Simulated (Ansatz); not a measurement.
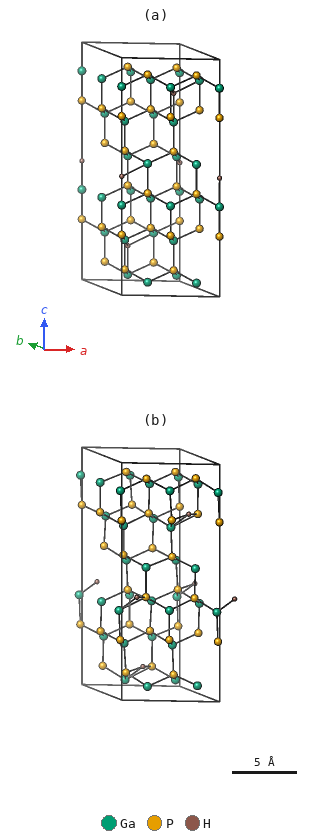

The structure of a defect cell of composition Ga8P8H before (top) and after (bottom) a relaxation, at one scale.

Style: ball-and-stick. Shown: the conventional cell (3 times the calculation's cell) (origin shifted), slightly off an axis. Lengths and directions refer to the drawn axes.

Case: H interstitial, charge +0, atoms relaxed.

Level of theory: DFT PBE, scalar-relativistic, plane waves, PAW in Ansatz 0.2.0.

Input file:
```yaml
crystal:
  lattice:
    - [0.0, 5.5051169748, -5.5051169748]
    - [5.5051169748, 5.5051169748, 0.0]
    - [5.5051169748, 0.0, -5.5051169748]
  atoms:
    - { symbol: Ga, position: [0.5, 0.5, 0.0] }
    - { symbol: Ga, position: [0.5, 0.0, 0.0] }
    - { symbol: Ga, position: [1.0, 0.5, 0.0] }
    - { symbol: Ga, position: [1.0, 0.0, 0.0] }
    - { symbol: Ga, position: [0.5, 0.5, 0.5] }
    - { symbol: Ga, position: [0.5, 0.0, 0.5] }
    - { symbol: Ga, position: [1.0, 0.5, 0.5] }
    - { symbol: Ga, position: [1.0, 0.0, 0.5] }
    - { symbol: P, position: [0.375, 0.375, 0.375] }
    - { symbol: P, position: [0.375, 0.875, 0.375] }
    - { symbol: P, position: [0.875, 0.375, 0.375] }
    - { symbol: P, position: [0.875, 0.875, 0.375] }
    - { symbol: P, position: [0.375, 0.375, 0.875] }
    - { symbol: P, position: [0.375, 0.875, 0.875] }
    - { symbol: P, position: [0.875, 0.375, 0.875] }
    - { symbol: P, position: [0.875, 0.875, 0.875] }
    - { symbol: H, position: [0.6368144425, 0.1218874721, 0.6213901368], spin: 1.0 }
basis:
  ecutwfc: 420
  xc_grid: 2
kpoints:
  mp_grid: { grid: [2, 2, 2], shift: [0.0, 0.0, 0.0] }
hamiltonian:
  xc: pbe
scf:
  occupations: { method: gaussian, width: 0.02 }
output:
  forces: true
  stress: false
  eigenvalues: true
  populations: true
  write_density: true
  write_potential: true
  elf: true
  volumetric_format: npy
magnetization:
  spin_polarized: true
relax:
  adjacent_minimum: "off"
  f_tol: 0.02
  max_steps: 60
```

Run as
```bash
ansatz run input.yaml --threads 4 --pin off --max-ram 8192MiB --backend cpu --events-out ev --progress --plain --runs-dir out
```

### What changed between the two?

After 29 accepted moves (30 points after the start) the energy has fallen by 0.452 eV per cell of the calculation. The largest force component goes from 0.15 to 0.0014 eV/Å. The line search rejected the trial step at point 9 of the run. The forces were under the threshold at step 2, but the run went on from there. The largest move is that of H17, 1.86 Å along [2 −2 −1]. By element the largest moves are H 1.86 Å, Ga 0.27 Å, P 0.23 Å. The cell doesn't change. Near-neighbour distances that change, for instance: P16–H17 2.708 → 1.810 Å, P11–H17 2.705 → 1.816 Å, Ga5–H17 2.405 → 2.856 Å, Ga2–H17 2.408 → 2.853 Å. Bond angles that change, for instance: P11–Ga8–P16 109.5° → 92.7°, P11–Ga3–P16 109.5° → 120.1°, P13–Ga3–P15 109.5° → 101.7°. The program noted that the starting moments weren't kept. The run may lie on a higher electronic state than the lowest, so the end point isn't shown to be the ground-state structure. Cost: 8.8 min on 4 threads of Arm Neoverse V1 (shared host), peak memory 1.8 GiB.

Limits of the set-up: the k-point mesh is coarse for a cell with partly filled bands; the periodic images lie only 7.8 Å apart, so the values are limited by the cell's size.
